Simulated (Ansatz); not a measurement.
## Run report: Zr$_{2}$O, geometry relaxation (part 2 of 2)

The same run, continued: Zr$_{2}$O (P6₃/mmc, 6 atoms in the cell); DFT PBEsol, scalar-relativistic, plane waves, PAW, no spin polarisation (Ansatz 0.2.0); cutoff 420 eV, 12×12×4 k-mesh, Gaussian smearing of 0.1 eV. The structure was made by swapping elements on the sites of another compound; it need not be a known phase. It belongs to a series of runs on one base structure; here: Hf -> Zr, S -> O on all its sites, cell and atoms relaxed.

Geometry of the input (Å; fractional positions):
```
3.1728  0.0000  0.0000
-1.5864  2.7477  0.0000
0.0000  0.0000  10.9107
Zr 0.6667  0.3333  0.8860
Zr 0.3333  0.6667  0.3860
Zr 0.6667  0.3333  0.6140
Zr 0.3333  0.6667  0.1140
O  0.0000  0.0000  0.7500
O  0.0000  0.0000  0.2500
```

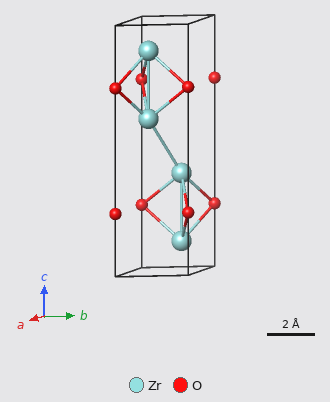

The geometry at step 2 of the log (ball-and-stick view of the cell of the calculation, seen slightly off an axis).

### The program's output, continued
```
SCF iter   1: F=—  HF=-17641.107684 eV  |F-HF|=—  |Δ(HF+E_count)|=         —  Δρ=1.64e-3  dr2=9.55e-3  ethr=1.71e-5  ⟨swp⟩=1.2  Hψ=7708  notcnv=0
preconditioner: auto → Kerker (q_TF=auto, 2.526 Å⁻¹)  [metal: Δε(μ)=0.008 eV  Ē_g=7.565 eV  σ=0.100 eV  W_gap=0.05  n_scr=26 (ndim 8)  ℏωp=20.1 eV  f_vac=0.000  D(μ)=2.67/eV (n_scr^D=6)]
SCF iter   2: F=—  HF=-17641.106445 eV  |F-HF|=—  |Δ(HF+E_count)|=   1.24e-3  Δρ=9.34e-4  dr2=3.72e-3  ethr=1.59e-5  ⟨swp⟩=1.2  Hψ=2073  notcnv=0
SCF iter   3: F=—  HF=-17641.105689 eV  |F-HF|=—  |Δ(HF+E_count)|=   7.56e-4  Δρ=8.21e-4  dr2=1.17e-3  ethr=6.19e-6  ⟨swp⟩=2.0  Hψ=2702  notcnv=0
SCF iter   4: F=—  HF=-17641.105448 eV  |F-HF|=—  |Δ(HF+E_count)|=   2.41e-4  Δρ=1.86e-4  dr2=3.10e-5  ethr=1.96e-6  ⟨swp⟩=2.0  Hψ=2704  notcnv=0
SCF iter   5: F=—  HF=-17641.105442 eV  |F-HF|=—  |Δ(HF+E_count)|=   5.62e-6  Δρ=2.87e-5  dr2=7.15e-7  ethr=5.16e-8  ⟨swp⟩=2.1  Hψ=2634  notcnv=0
SCF iter   6: F=—  HF=-17641.105442 eV  |F-HF|=—  |Δ(HF+E_count)|=   1.62e-7  Δρ=7.59e-6  dr2=4.94e-8  ethr=1.19e-9  ⟨swp⟩=2.3  Hψ=2832  notcnv=0
SCF iter   7: F=—  HF=-17641.105442 eV  |F-HF|=—  |Δ(HF+E_count)|=   1.12e-8  Δρ=1.72e-6  dr2=2.95e-9  ethr=8.23e-11  ⟨swp⟩=2.3  Hψ=2978  notcnv=0
SCF iter   8: F=-17641.105442 eV  HF=-17641.105442 eV  |F-HF|=7.28e-12  |Δ(HF+E_count)|=  4.37e-10  Δρ=3.18e-7  dr2=9.22e-11  ethr=1.00e-12  ⟨swp⟩=3.1  Hψ=7775  notcnv=0
SCF 3 converged in 8 iterations: F = -17641.105442 eV  dr2 = 9.22e-11
relax step   3: F+E_penalty+E_count = -17641.10544232 eV  Δ(F+E_penalty+E_count) = +8.432e-5 eV  max|allowed force component| = 3.488e-4 eV/Å  Δτ_max = 0.0008 Å  P = -0.002 GPa  Ω = 95.207 Å³  energy of the carried Pulay correction = -1.530e-4 eV  (8 SCF iters, accepted)
Initial wavefunctions: pseudopotential atomic-orbital guess (no wavefunctions were taken with the density)
iter 1 solved again at ethr=1.16e-8 eV; its pass at ethr=3.10e-3 eV (dr2=6.95e-6 eV) is discarded
SCF iter   1: F=—  HF=-17641.105605 eV  |F-HF|=—  |Δ(HF+E_count)|=         —  Δρ=9.25e-6  dr2=5.95e-9  ethr=1.16e-8  ⟨swp⟩=3.5  Hψ=14120  notcnv=0
preconditioner: auto → Kerker (q_TF=auto, 2.526 Å⁻¹)  [metal: Δε(μ)=0.016 eV  Ē_g=7.585 eV  σ=0.100 eV  W_gap=0.09  n_scr=26 (ndim 8)  ℏωp=20.1 eV  f_vac=0.000  D(μ)=2.75/eV (n_scr^D=6)]
SCF iter   2: F=—  HF=-17641.105605 eV  |F-HF|=—  |Δ(HF+E_count)|=   8.28e-8  Δρ=4.62e-6  dr2=1.74e-9  ethr=9.92e-12  ⟨swp⟩=2.1  Hψ=3747  notcnv=0
SCF iter   3: F=—  HF=-17641.105605 eV  |F-HF|=—  |Δ(HF+E_count)|=   4.95e-9  Δρ=1.94e-6  dr2=2.46e-10  ethr=2.90e-12  ⟨swp⟩=2.0  Hψ=2348  notcnv=0
SCF iter   4: F=-17641.105605 eV  HF=-17641.105605 eV  |F-HF|=0.00e0  |Δ(HF+E_count)|=   1.04e-9  Δρ=5.99e-8  dr2=3.42e-12  ethr=1.00e-12  ⟨swp⟩=4.4  Hψ=6240  notcnv=0
SCF 4 converged in 4 iterations: F = -17641.105605 eV  dr2 = 3.42e-12
relax step   4: F+E_penalty+E_count = -17641.10560491 eV  Δ(F+E_penalty+E_count) = -1.626e-4 eV  max|allowed force component| = 3.758e-4 eV/Å  Δτ_max = 0.0000 Å  P = +0.001 GPa  Ω = 95.207 Å³  stress off target by 1.02e-2 GPa  SCF on the basis re-selected at this cell (its energy is not comparable with the rows above)  (4 SCF iters)
basis re-selected at this cell: Δ(F+E_penalty+E_count) = -1.626e-4 eV, ΔP = +0.003 GPa vs the last step (what re-selecting the basis moved, of the pressure what is left beyond the Pulay correction that the steps carried, after the strain that the cell walked since its last selection, with what the two solves' SCF thresholds leave and, on support functions, any second-order correction that the steps lacked; it is no measure of the basis error at this ecutwfc). This SCF's stress stands 1.02e-2 GPa from its target on what of the cell is left free (relax.cell.stress_tol is 1.00e-1 GPa) and its largest allowed force component is 3.76e-4 eV/Å (relax.f_tol is 1.00e-2 eV/Å): within both
SCF converged after 4 iterations
Free energy (F): -17641.105605 eV
Harris-Foulkes:  -17641.105605 eV  (|F-HF|=0.00e0)
Internal energy: -17641.091866 eV  (E = F + TS)
E sigma→0 (E₀):  -17641.098736 eV
Entropy (-TS):   -0.013739 eV (-2.290 meV/atom)
Fermi energy:    15.275930 eV
--- Per-component energies (eV) ---
  E_band       = -280.677926
  E_kinetic    = 1687.920195
  E_local      = -2870.038234  (includes V_loc(G=0)·N_el)
  E_nonlocal   = 421.711150
  E_hartree    = 914.848536
  E_xc         = -791.072364
  E_vxc        = -953.116693  (∫ρ·V_xc dr)
  E_paw        = -11904.404728  (= ΣΔE_a)
  E_vpaw       = -396.856344  (= ΣTr[D̂ρ^β])
  E_aug_tail   = 0.004926  (compensation charges beyond the density's cutoff)
  E_ewald      = -5100.794805
  E_core_change = 0.733458  (= ΣΔE_core)
  E_smearing   = -0.013739  (= −TS)
  E_closure    = 0.000000  (closes the sum)
  Σ components = -17641.105605   (vs F -17641.105605, Δ=0.00e0)
--- Forces (eV/Å), atoms counted from 1 ---
  atom   1  Zr    -0.00000000     0.00000000     0.00037575
  atom   2  Zr     0.00000000    -0.00000000     0.00037575
  atom   3  Zr    -0.00000000     0.00000000    -0.00037575
  atom   4  Zr     0.00000000    -0.00000000    -0.00037575
  atom   5  O     -0.00000000     0.00000000     0.00000000
  atom   6  O      0.00000000    -0.00000000     0.00000000
  max |Σ_I F_I| component: 5.55e-17 eV/Å
--- Stress (GPa, compression-positive) ---
        0.006609       0.000000       0.000000
       -0.000000       0.006609       0.000000
        0.000000       0.000000      -0.010230
  P = ⅓ Tr σ = 0.0010 GPa (0.010 kbar)
--- Band table (eV; the first three rows and the last of 57) ---
  k-point 0: bands = ["-33.5035", "-33.4355", "-33.4014", "-33.3316", "-12.3690", "-11.8133", "-11.6361", "-11.1397", "-11.1397", "-11.0777", "-11.0777", "-11.0515", "-11.0515", "-11.0006", "-10.9881", "-10.9881", "-4.3956", "-4.3047", "8.2678", "8.6163", "9.9644", "9.9644", "10.0336", "10.0336", "11.7935", "12.6416", "13.6535", "14.6114", "14.9365", "16.2226", "16.2226", "16.3763", "16.3763", "16.4383", "16.4383", "17.2663"]
  k-point 1: bands = ["-33.4973", "-33.4548", "-33.3818", "-33.3380", "-12.3231", "-11.9917", "-11.4462", "-11.1342", "-11.1342", "-11.0959", "-11.0959", "-11.0585", "-11.0331", "-11.0331", "-10.9938", "-10.9938", "-4.3821", "-4.3178", "8.3104", "8.5550", "9.9743", "9.9743", "10.0230", "10.0230", "11.9468", "12.5742", "13.6220", "14.1583", "15.4813", "16.1912", "16.1912", "16.2186", "16.2186", "16.7134", "16.7134", "16.7878"]
  k-point 2: bands = ["-33.4799", "-33.4799", "-33.3560", "-33.3560", "-12.1910", "-12.1910", "-11.2190", "-11.2190", "-11.1187", "-11.1187", "-11.1187", "-11.1187", "-11.0099", "-11.0099", "-11.0099", "-11.0099", "-4.3497", "-4.3497", "8.4241", "8.4241", "9.9986", "9.9986", "9.9986", "9.9986", "12.2964", "12.2964", "13.7542", "13.7542", "16.1604", "16.1604", "16.1604", "16.1604", "16.1649", "16.1649", "17.0709", "17.0709"]
  k-point 56: bands = ["-33.3244", "-33.3244", "-33.2619", "-33.2619", "-11.8931", "-11.8931", "-11.8561", "-11.8561", "-11.7543", "-11.7543", "-11.5971", "-11.5971", "-11.4657", "-11.4657", "-11.1145", "-11.1145", "-4.2034", "-4.2034", "8.3679", "8.3679", "9.2209", "9.2209", "9.3245", "9.3245", "13.8402", "13.8402", "14.6509", "14.6509", "14.6893", "14.6893", "16.7651", "16.7651", "17.4688", "17.4688", "17.6680", "17.6680"]
--- Relaxed structure (3 steps of the walk, 2 accepted, 1 SCFs on fresh bases) ---
  F+E_penalty+E_count = -17641.10560491 eV   max|allowed force component| = 3.758e-4 eV/Å   (the final SCF, on the basis selected at the relaxed cell)
  cell:  # Å, volume = 95.2066 Å³
    - [3.174055886437146, 2.887866602159587e-11, 0.0]
    - [-1.5870279432435828, 2.7488130306716645, 0.0]
    - [0.0, 0.0, 10.912075695894423]
  atoms:
    - { symbol: Zr, position: [0.6666666666666667, 0.33333333333333337, 0.8859166655096661] }
    - { symbol: Zr, position: [0.33333333333333337, 0.6666666666666667, 0.38591666550966597] }
    - { symbol: Zr, position: [0.6666666666666667, 0.33333333333333337, 0.6140833344903341] }
    - { symbol: Zr, position: [0.33333333333333337, 0.6666666666666667, 0.11408333449033409] }
    - { symbol: O, position: [1.1791397489288613e-33, 1.09030779399186e-33, 0.7500000000000002] }
    - { symbol: O, position: [-1.318203885619816e-33, -1.1526110965049276e-33, 0.25000000000000006] }
```

### Trajectory as extended XYZ (Å, eV, eV/Å), 4 frames, from step=1 to step=4
```
6
Lattice="3.1728 0.0000 0.0000 -1.5864 2.7477 0.0000 0.0000 0.0000 10.9107" Properties=species:S:1:pos:R:3:forces:R:3 step=1 energy=-17641.10553 pressure_GPa=0.14
Zr    1.5864    0.9159    9.6668    0.0000   0.0000  -0.0168
Zr    0.0000    1.8318    4.2114    0.0000   0.0000  -0.0168
Zr    1.5864    0.9159    6.6992    0.0000   0.0000   0.0168
Zr    0.0000    1.8318    1.2439    0.0000   0.0000   0.0168
O     0.0000    0.0000    8.1830    0.0000   0.0000   0.0000
O     0.0000    0.0000    2.7277    0.0000   0.0000   0.0000
6
Lattice="3.1790 0.0000 0.0000 -1.5895 2.7531 0.0000 0.0000 0.0000 10.9364" Properties=species:S:1:pos:R:3:forces:R:3 step=2 energy=-17641.10139 pressure_GPa=-0.85 accepted=F
Zr    1.5895    0.9177    9.6822    0.0000   0.0000   0.1315
Zr    0.0000    1.8354    4.2140    0.0000   0.0000   0.1315
Zr    1.5895    0.9177    6.7224    0.0000   0.0000  -0.1315
Zr    0.0000    1.8354    1.2542    0.0000   0.0000  -0.1315
O     0.0000    0.0000    8.2023    0.0000   0.0000   0.0000
O     0.0000    0.0000    2.7341    0.0000   0.0000   0.0000
6
Lattice="3.1741 0.0000 0.0000 -1.5870 2.7488 0.0000 0.0000 0.0000 10.9121" Properties=species:S:1:pos:R:3:forces:R:3 step=3 energy=-17641.10544 pressure_GPa=-0.00
Zr    1.5870    0.9163    9.6672    0.0000   0.0000   0.0003
Zr    0.0000    1.8325    4.2112    0.0000   0.0000   0.0003
Zr    1.5870    0.9163    6.7009    0.0000   0.0000  -0.0003
Zr    0.0000    1.8325    1.2449    0.0000   0.0000  -0.0003
O     0.0000    0.0000    8.1841    0.0000   0.0000   0.0000
O     0.0000    0.0000    2.7280    0.0000   0.0000   0.0000
6
Lattice="3.1741 0.0000 0.0000 -1.5870 2.7488 0.0000 0.0000 0.0000 10.9121" Properties=species:S:1:pos:R:3:forces:R:3 step=4 energy=-17641.10561 pressure_GPa=0.00
Zr    1.5870    0.9163    9.6672    0.0000   0.0000   0.0004
Zr    0.0000    1.8325    4.2112    0.0000   0.0000   0.0004
Zr    1.5870    0.9163    6.7009    0.0000   0.0000  -0.0004
Zr    0.0000    1.8325    1.2449    0.0000   0.0000  -0.0004
O     0.0000    0.0000    8.1841    0.0000   0.0000   0.0000
O     0.0000    0.0000    2.7280    0.0000   0.0000   0.0000
```

### Summary

| quantity | value |
| --- | --- |
| outcome | converged |
| space group (tolerance 0.01 Å) | P6₃/mmc (194) |
| electrons treated | 60 |
| free energy | −17641.1056 eV |
| Fermi energy | 15.276 eV |
| gap on the k-point mesh | none (metallic) |
| pressure | 0.00 GPa |
| final volume | 95.21 Å³ |
| largest force (length of the vector) at the end | under 0.001 eV/Å |
| final cell | a = 3.174 Å, b = 3.174 Å, c = 10.912 Å, α = 90.00°, β = 90.00°, γ = 120.00° |
| hardware | 1 thread of Intel Xeon @ 2.50GHz (Skylake/Cascade Lake), 192 GiB of memory available, shared host |
| wall time | 55 s |
| peak memory | 0.52 GiB |
